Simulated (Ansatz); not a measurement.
## Electronic structure of Ti4Al12H (cell with a defect) in real space

The calculation's input:

```
crystal:
  lattice:
    - [-3.9797267091, 3.9797267091, 3.9797267091]
    - [3.9797267091, -3.9797267091, 3.9797267091]
    - [3.9797267091, 3.9797267091, -3.9797267091]
  atoms:
    - { symbol: Ti, position: [0.5, 0.5, 0.0] }
    - { symbol: Ti, position: [0.0, 0.0, 0.0] }
    - { symbol: Ti, position: [0.0, 0.5, 0.5] }
    - { symbol: Ti, position: [0.5, 0.0, 0.5] }
    - { symbol: Al, position: [0.25, 0.25, 0.5] }
    - { symbol: Al, position: [0.75, 0.75, 0.5] }
    - { symbol: Al, position: [0.75, 0.25, 0.0] }
    - { symbol: Al, position: [0.25, 0.75, 0.0] }
    - { symbol: Al, position: [0.25, 0.5, 0.25] }
    - { symbol: Al, position: [0.75, 0.0, 0.25] }
    - { symbol: Al, position: [0.75, 0.5, 0.75] }
    - { symbol: Al, position: [0.25, 0.0, 0.75] }
    - { symbol: Al, position: [0.5, 0.25, 0.25] }
    - { symbol: Al, position: [0.0, 0.75, 0.25] }
    - { symbol: Al, position: [0.0, 0.25, 0.75] }
    - { symbol: Al, position: [0.5, 0.75, 0.75] }
    - { symbol: H, position: [0.25, 0.25, 0.0] }
basis:
  ecutwfc: 420
  xc_grid: 2
kpoints:
  mp_grid: { grid: [5, 5, 5], shift: [0.0, 0.0, 0.0] }
hamiltonian:
  xc: pbe
scf:
  occupations: { method: gaussian, width: 0.1 }
output:
  forces: true
  stress: false
  eigenvalues: true
  write_density: true
  write_potential: true
  elf: true
  volumetric_format: npy
relax:
  adjacent_minimum: "off"
  f_tol: 0.025
  max_steps: 45
```

Command:

```sh
ansatz run input.yaml --threads 4 --pin off --max-ram 10240MiB --backend cpu --events-out ev --progress --plain --runs-dir out
```

The fields are those of the relaxed geometry.

Computed without spin polarisation.

Level of theory: DFT PBE, scalar-relativistic, plane waves, PAW (Ansatz).

Core electrons are frozen (PAW), and the valence fields are smoothed inside the atomic spheres.

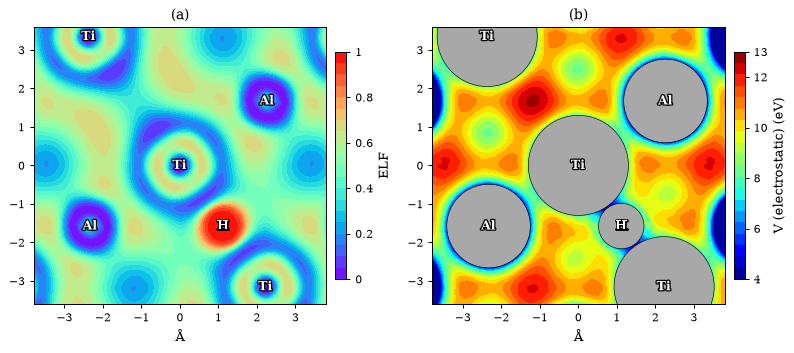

Figure 1. (a) electron localisation function; (b) electrostatic potential energy of an electron on the (11̄0) plane of the calculation cell. Grey discs cover the atomic cores in the potential map.

Q: What does the map show?

A: The plane passes through Ti, Al and H nuclei.
Ti–H (1.93 Å): the ELF climbs to about 1 towards the hydrogen.
Ti–Al (2.81 Å): the ELF is about 0.35 at the midpoint.
The features right at Ti lie inside the PAW spheres, where the map follows smoothed inner orbitals and isn't to be read closely.
Outside the cores the potential energy rises away from the atoms and is highest about 2.0 Å from the nearest atoms; its zero is arbitrary.

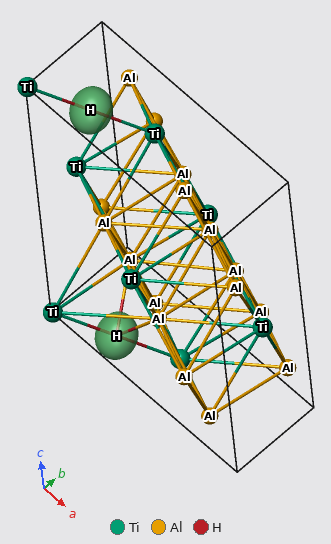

Figure 2. Isosurface of the electron localisation function at 0.75 (green), seen slightly off an axis. Only the valence region is drawn (cores and ρ < 0.01 e/Å³ removed). Sticks mark near contacts.

Q: Describe the localisation domains.

A: At this value the surface marks out one region around a hydrogen nucleus, counted in one cell of 17 atoms. Any copies at cell faces, edges or corners count once. Along the contacts the grid gives the following. Al–H (2.07 Å): the ELF climbs to about 1 towards the hydrogen.

Q: Metal or insulator at this level of theory?

A: It is gapless in this calculation (a metal or semimetal).
